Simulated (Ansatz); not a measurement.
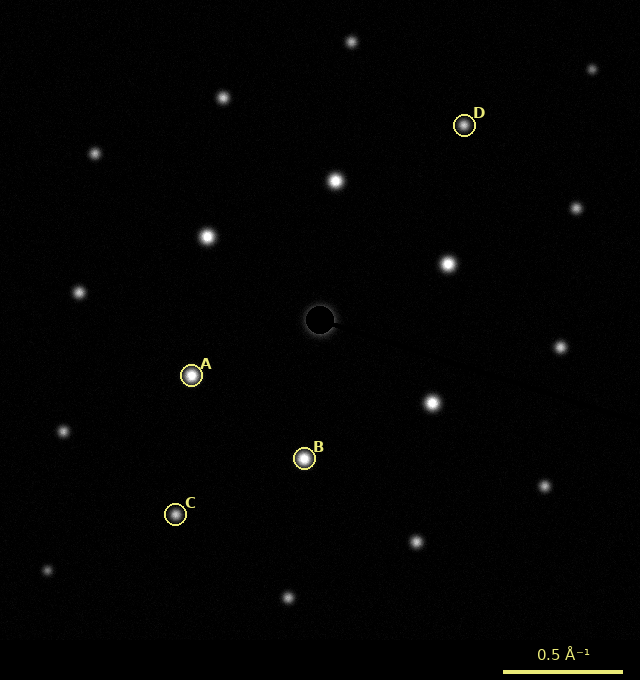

Kinematic zone-axis pattern, calculated for 200 keV electrons with B = 0.8 Å². The zone axis points towards the electron source and the pattern is seen from the source side.

Crystal: Co, space group Fd-3m (No. 227), a = 4.794 Å. Structure: the input geometry of an electronic-structure calculation (not necessarily at equilibrium); the starting structure was generated, so it need not be a known form of this composition.

```cif
data_structure
_symmetry_space_group_name_H-M 'Fd-3m:1'
_symmetry_Int_Tables_number 227
_cell_length_a 4.7939
_cell_length_b 4.7939
_cell_length_c 4.7939
_cell_angle_alpha 90.000
_cell_angle_beta 90.000
_cell_angle_gamma 90.000
_cell_volume 110.17
loop_
_atom_site_label
_atom_site_type_symbol
_atom_site_symmetry_multiplicity
_atom_site_Wyckoff_symbol
_atom_site_fract_x
_atom_site_fract_y
_atom_site_fract_z
_atom_site_occupancy
Co1 Co 8 b 0.25000 0.25000 0.75000 1
```

Spot A is indexed -2 2 0 and spot B -2 0 2.

**Give hkl for C, D.**

C = A + B = -4 2 2 (d = 0.979 Å). D = −A − B = 4 -2 -2 (d = 0.979 Å).

**Give [uvw].**

The cross product of A and B is parallel to [111]; every spot obeys hu + kv + lw = 0.
